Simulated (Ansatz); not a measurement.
Cell and atoms:

```xyz
4
Lattice="3.0790 0.0000 0.0000 0.0000 3.0790 0.0000 0.0000 0.0000 4.3296" Properties=species:S:1:pos:R:3 pbc="T T T"
Al    1.5395    1.5395    2.1648
Ga    0.0000    0.0000    0.0000
N     1.5395    0.0000    3.2035
N     0.0000    1.5395    1.1261
```

### Say what kind of structure these coordinates give.

The compound is AlGaN₂. Space group: P-4m2 (No. 115). Lattice: primitive tetragonal. Atoms per cell: 4 (1 Al, 1 Ga, 2 N). The polyhedra are AlN4 tetrahedra and GaN4 tetrahedra; they share corners. Al bonds to four N in a tetrahedral arrangement at 1.86 Å. Ga bonds to four N in a tetrahedral arrangement at 1.91 Å. N is linked to two Al and two Ga in a tetrahedral arrangement (1.86 Å to Al, 1.91 Å to Ga). The bonds build a three-dimensional framework.

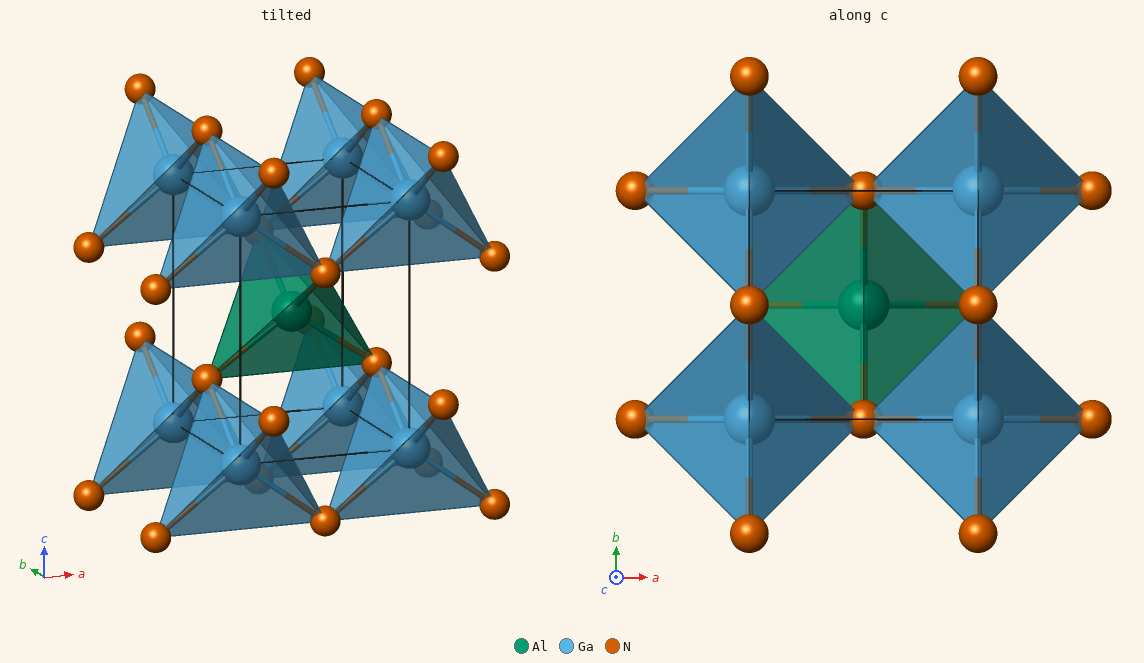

This polyhedral model is shown slightly off an axis and along the c axis. Thin lines show the conventional unit cell, with boundary atoms drawn in all their periodic places. Some neighbours outside the box are added.

The cell started as a structure listed in the Materials Project. The cell was then strained or its atoms displaced on purpose. It went into a calculation with Ansatz.
